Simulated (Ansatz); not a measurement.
## Energy of As along an even scaling of the cell

System: As (Fd-3m, 2 atoms in the cell).
Method: DFT, BLYP, plane waves (420 eV) with PAW, scalar-relativistic, no spin polarisation (Ansatz 0.2.0).

The 6 runs differ only in the geometry, by an even scaling of the cell at fixed fractional positions.

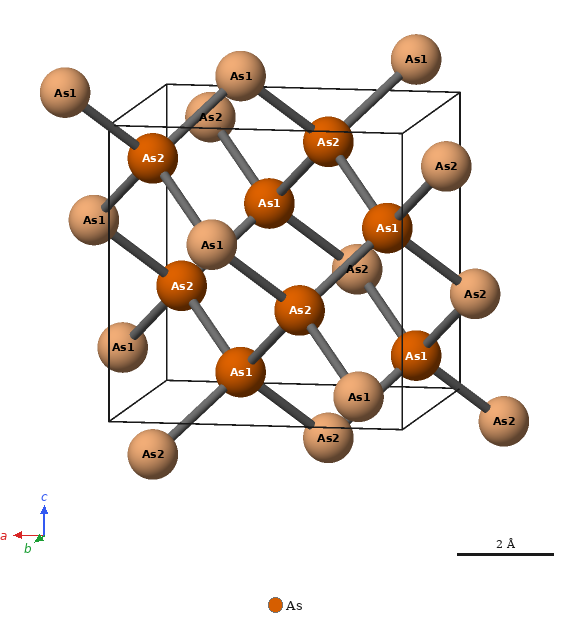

Figure 1. The structure of run 4 (ball-and-stick view of the cell 4 times as large as that of the calculation, set on its symmetry axes, seen at an oblique angle; neighbours outside the cell are drawn fainter; atoms are numbered from 1 in the order of the input).

## Input of run 4
```yaml
crystal:
  lattice:
    - [0.0, 3.1320414763, 3.1320414763]
    - [3.1320414763, 0.0, 3.1320414763]
    - [3.1320414763, 3.1320414763, 0.0]
  atoms:
    - { symbol: As, position: [0.125, 0.125, 0.125] }
    - { symbol: As, position: [0.875, 0.875, 0.875] }
hamiltonian:
  xc: blyp
  pseudopotentials:
    kind: paw
    azcp:
      As: "pseudopotentials/As.paw.azcp"
basis:
  ecutwfc: 420
  fft_grid_basis: typed
kpoints:
  mp_grid: { grid: [10, 10, 10], shift: [0, 0, 0] }
magnetization:
  spin_polarized: false
scf:
  occupations: { method: fermi_dirac, width: 0.1 }
  lower_state_search: "off"
output:
  stress: true
```

Run 2 differs from it as follows:
```diff
-    - [0.0, 3.1320414763, 3.1320414763]
-    - [3.1320414763, 0.0, 3.1320414763]
-    - [3.1320414763, 3.1320414763, 0.0]
+    - [0.0, 3.0461885431, 3.0461885431]
+    - [3.0461885431, 0.0, 3.0461885431]
+    - [3.0461885431, 3.0461885431, 0.0]
```

## Results, with one run withheld

```csv
run,volume per atom (Å³),"free energy per atom, from the lowest run given (meV)",pressure (GPa)
1,27.037,65.22,6.42
2,28.266,?,?
3,29.495,5.67,1.65
4,30.724,0.00,−0.12
5,33.182,23.36,−2.76
6,34.411,48.36,−3.73
```

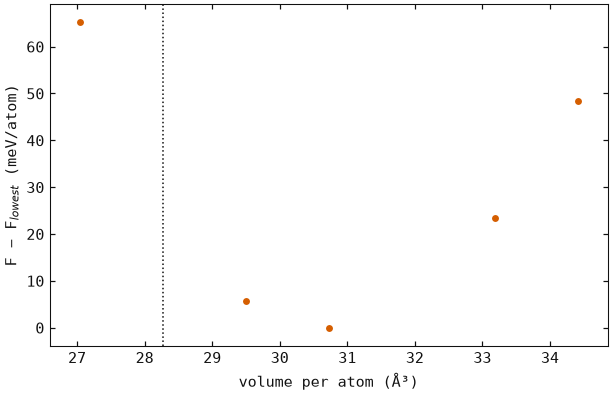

Figure 2. Free energy per atom of the runs given; the dotted line marks run 2.

Fit the runs given and predict run 2.

A cubic polynomial in V^(−2/3) (the Birch–Murnaghan form), fitted to the 5 runs given, misses them by at most 0.01 meV per atom. With x = V^(−2/3) − 0.10181 Å⁻², it reads F = 0.06724 − 545.16 x + 8.3215e+05 x² − 3.3431e+05 x³ (meV per atom). At run 2 it gives 26.29 meV per atom, and the run itself gives 26.32. The slope of the fit gives a pressure −dF/dV of 3.80 GPa there, and the run prints 3.80 GPa. The fit has its minimum at 30.635 Å³ per atom, where V d²F/dV² gives 40.3 GPa: the bulk modulus at this level, since symmetry fixes the shape and the positions.

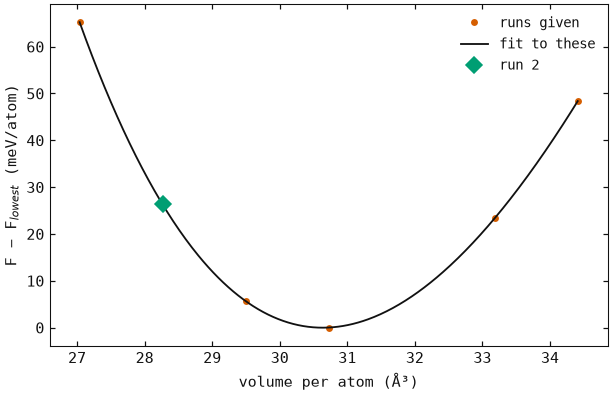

Figure 3. The fit and the withheld run.

## Output, shortened to warnings, some set-up lines, iterations and results (run 2)
```
Basis set: ecut = 420 eV, 1067 PW (Γ), exchange–correlation on 60×60×60 points (8 copies of the dense FFT grid, shifted against one another)
Symmetry: 48 space group operations
k-points: 47 of 1000
Initial density: superposition of atomic densities (neutral atoms: chi_scale 0, normalization atom), corrected by the library's trained network
[...]
SCF iter   1: F=—  HF=-9732.991019 eV  |F-HF|=—  |Δ(HF+E_count)|=         —  Δρ=5.98e-3  dr2=2.48e-2  ethr=1.77e-3  ⟨swp⟩=5.3  Hψ=4117  notcnv=0
SCF iter   2: F=—  HF=-9732.980293 eV  |F-HF|=—  |Δ(HF+E_count)|=   1.07e-2  Δρ=1.15e-3  dr2=8.41e-4  ethr=8.26e-5  ⟨swp⟩=2.0  Hψ=1626  notcnv=0
SCF iter   3: F=—  HF=-9732.980569 eV  |F-HF|=—  |Δ(HF+E_count)|=   2.77e-4  Δρ=2.18e-4  dr2=5.81e-5  ethr=2.80e-6  ⟨swp⟩=2.0  Hψ=1122  notcnv=0
SCF iter   4: F=—  HF=-9732.980566 eV  |F-HF|=—  |Δ(HF+E_count)|=   3.52e-6  Δρ=1.79e-5  dr2=1.47e-7  ethr=1.94e-7  ⟨swp⟩=2.0  Hψ=1135  notcnv=0
SCF iter   5: F=—  HF=-9732.980566 eV  |F-HF|=—  |Δ(HF+E_count)|=   1.38e-7  Δρ=1.07e-5  dr2=6.30e-8  ethr=4.92e-10  ⟨swp⟩=2.0  Hψ=1627  notcnv=0
SCF iter   6: F=-9732.980566 eV  HF=-9732.980566 eV  |F-HF|=3.85e-9  |Δ(HF+E_count)|=   2.17e-7  Δρ=2.02e-6  dr2=1.14e-9  ethr=2.10e-10  ⟨swp⟩=4.0  Hψ=3202  notcnv=0
SCF 1 converged in 6 iterations: F = -9732.980566 eV  dr2 = 1.14e-9
SCF converged after 6 iterations
Free energy (F): -9732.980566 eV
Harris-Foulkes:  -9732.980566 eV  (|F-HF|=3.85e-9)
Internal energy: -9732.942299 eV  (E = F + TS)
E sigma→0 (E₀):  -9732.961433 eV
Entropy (-TS):   -0.038266 eV (-19.133 meV/atom)
Fermi energy:    7.405008 eV
--- Per-component energies (eV) ---
  E_band       = -557.197085
  E_kinetic    = 204.986008
  E_local      = -4026.673045  (includes V_loc(G=0)·N_el)
  E_nonlocal   = -1347.150647
  E_hartree    = 2148.199816
  E_xc         = -155.550323
  E_vxc        = -153.654563  (∫ρ·V_xc dr)
  E_paw        = -3692.451385  (= ΣΔE_a)
  E_vpaw       = 468.894832  (= ΣTr[D̂ρ^β])
  E_aug_tail   = 0.000018  (compensation charges beyond the density's cutoff)
  E_ewald      = -2864.693982
  E_core_change = 0.391239  (= ΣΔE_core)
  E_smearing   = -0.038266  (= −TS)
  E_closure    = 0.000000  (closes the sum)
  Σ components = -9732.980566   (vs F -9732.980566, Δ=0.00e0)
--- Stress (GPa, compression-positive) ---
        3.804164       0.000000       0.000000
        0.000000       3.804164       0.000000
       -0.000000       0.000000       3.804164
  P = ⅓ Tr σ = 3.8042 GPa (38.042 kbar)
```
